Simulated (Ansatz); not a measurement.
Input file:

```
crystal:
  lattice:
    - [-3.9072701075, 3.9072701075, 3.9072701075]
    - [3.9072701075, -3.9072701075, 3.9072701075]
    - [3.9072701075, 3.9072701075, -3.9072701075]
  atoms:
    - { symbol: Sr, position: [0.5, 0.0, 0.5] }
    - { symbol: Sr, position: [0.0, 0.5, 0.5] }
    - { symbol: Sr, position: [0.0, 0.0, 0.0] }
    - { symbol: Sr, position: [0.5, 0.5, 0.0] }
    - { symbol: Ti, position: [0.5, 0.5, 0.5] }
    - { symbol: Ti, position: [0.0, 0.0, 0.5] }
    - { symbol: Ti, position: [0.0, 0.5, 0.0] }
    - { symbol: Ti, position: [0.5, 0.0, 0.0] }
    - { symbol: O, position: [0.25, 0.25, 0.5] }
    - { symbol: O, position: [0.25, 0.0, 0.75] }
    - { symbol: O, position: [0.25, 0.5, 0.25] }
    - { symbol: O, position: [0.75, 0.0, 0.25] }
    - { symbol: O, position: [0.75, 0.75, 0.5] }
    - { symbol: O, position: [0.75, 0.25, 0.0] }
    - { symbol: O, position: [0.25, 0.75, 0.0] }
    - { symbol: O, position: [0.5, 0.25, 0.25] }
    - { symbol: O, position: [0.0, 0.75, 0.25] }
    - { symbol: O, position: [0.0, 0.25, 0.75] }
    - { symbol: O, position: [0.5, 0.75, 0.75] }
total_charge: 2
basis:
  ecutwfc: 500
  xc_grid: 3
kpoints:
  mp_grid: { grid: [2, 2, 2], shift: [0.5, 0.5, 0.5] }
hamiltonian:
  xc: r2scan
scf:
  occupations: { method: gaussian, width: 0.02 }
output:
  forces: true
  stress: false
  eigenvalues: true
  write_density: true
  write_potential: true
  elf: true
  volumetric_format: npy
relax:
  adjacent_minimum: "off"
  f_tol: 0.02
  max_steps: 60
```

Command:

```sh
ansatz run input.yaml --threads 8 --pin off --max-ram 20480MiB --backend cpu --events-out ev --progress --plain --runs-dir out
```

The fields are those of the relaxed geometry.

Computed without spin polarisation.

These are results of DFT r2SCAN, scalar-relativistic, plane waves, PAW (Ansatz), not measurements.

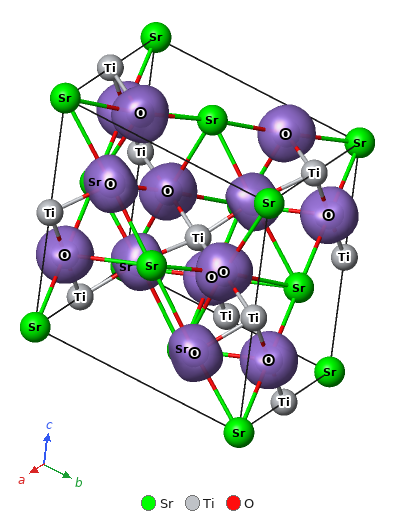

Sr₄Ti₄O₁₁ (cell charge +2, with a compensating background) (cell with a defect). Isosurface of the electron localisation function at 0.75 (purple), seen slightly off an axis. Only the valence region is drawn (cores and ρ < 0.01 e/Å³ removed). Sticks mark near contacts.

In a PAW calculation such maps are meaningful between the atoms, not at the nuclei.

### Identify the bonds, lone pairs and shells in this picture.

At this value the surface marks out eleven regions wrapped around O (the valence shell of each), counted in one cell of 19 atoms. Regions shared between cells count once.

Values along the shortest contacts:
Ti–O (1.83 Å): the ELF peaks at about 0.80 in the valence shell of O, 0.6 Å from its nucleus, and is about 0.25 at the midpoint: no shared electron pair shows on this line. Sr–O (2.67 Å): the ELF is about 0.05 at the midpoint; a closed-shell, largely ionic contact.
